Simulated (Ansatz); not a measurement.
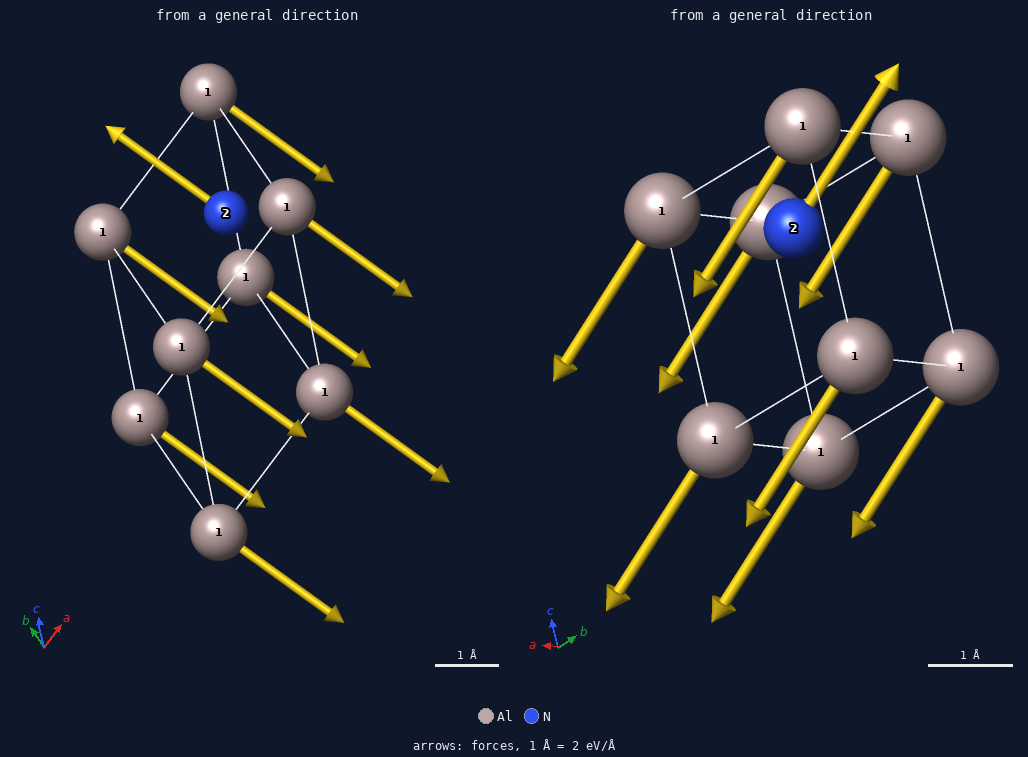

We look at a spheres-only model of the crystal from two general directions. Thin lines show the simulation cell, with boundary atoms drawn in all their periodic places. The arrows are the computed forces on the atoms.

System: AlN. Electronic-structure method: DFT r2SCAN, scalar-relativistic, plane waves, PAW in Ansatz. Parameters: E_cut = 500 eV, a 10×10×10 sampling of the Brillouin zone, Gaussian smearing of 0.05 eV, no spin polarisation.

> Would an optimiser stop at this geometry?

No. The atoms still feel forces of up to about 4.1 eV/Å, far above a usual threshold of 0.01 to 0.03 eV/Å.

> Where is the maximum force, and how large is it?

Al1 and N2, about 4.1 eV/Å.

Starting structure: a structure listed in the Materials Project. The cell was then strained or its atoms displaced on purpose. It was the input of a calculation with Ansatz.
